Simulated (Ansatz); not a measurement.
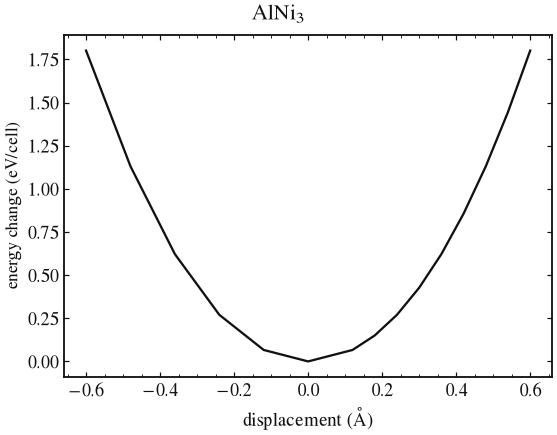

The picture above shows the energy change against displacement for AlNi₃, space group Fm-3m (No. 225).

The given structure:
```
CELL_PARAMETERS angstrom
0.00000 2.79841 2.79841
2.79841 0.00000 2.79841
2.79841 2.79841 0.00000
ATOMIC_POSITIONS crystal
Al 0.50000 0.50000 0.50000
Ni 0.25000 0.25000 0.25000
Ni 0.00000 0.00000 0.00000
Ni 0.75000 0.75000 0.75000
```

How it was computed, with Ansatz 0.2.0: one atom of a crystal moved along a line, all else fixed, by plane-wave density functional theory with PAW datasets, free energies less that of the undisturbed cell, pressure positive in compression; scalar-relativistic. Level: PBEsol, no spin polarisation.

```
       setting                               value
   wave cutoff                              420 eV
        k mesh                            14×14×14
   occupations                            Gaussian
smearing width                             0.15 eV
       k shift              (0, 0, 0) (mesh steps)
         start                             relaxed
    moved atom                                   3
     direction  (0, 0, -1) (Cartesian unit vector)
```

The points at displacement −0.48, −0.24, 0.12, 0.36 and 0.6 follow from computed ones by symmetry.

From this curve and the settings, what does the calculation give for the force along the direction (sum over moved atoms) and pressure at the same points?

The force along the direction (sum over moved atoms) falls from 6.3 eV/Å at displacement −0.60 Å to −6.3 eV/Å at 0.60 Å, and changes sign near 0.00 Å. The pressure goes from 22.2 GPa at displacement −0.60 Å to 22.2 GPa at 0.60 Å, not monotonically, with a low of 0.1 GPa at 0.00 Å.

```
displacement (Å)  force along the direction (sum over moved atoms) (eV/Å)  pressure (GPa)
           -0.60                                                      6.3            22.2
           -0.48                                                      4.9            14.3
           -0.36                                                      3.6             8.1
           -0.24                                                      2.3             3.6
           -0.12                                                      1.1             0.9
            0.00                                                      0.0             0.1
            0.12                                                     -1.1             0.9
            0.18                                                     -1.7             2.1
            0.24                                                     -2.3             3.6
            0.30                                                     -2.9             5.6
            0.36                                                     -3.6             8.1
            0.42                                                     -4.2            11.0
            0.48                                                     -4.9            14.3
            0.54                                                     -5.6            18.1
            0.60                                                     -6.3            22.2
```

Limits of the calculation: no spin polarisation, a magnetic state may lie lower.
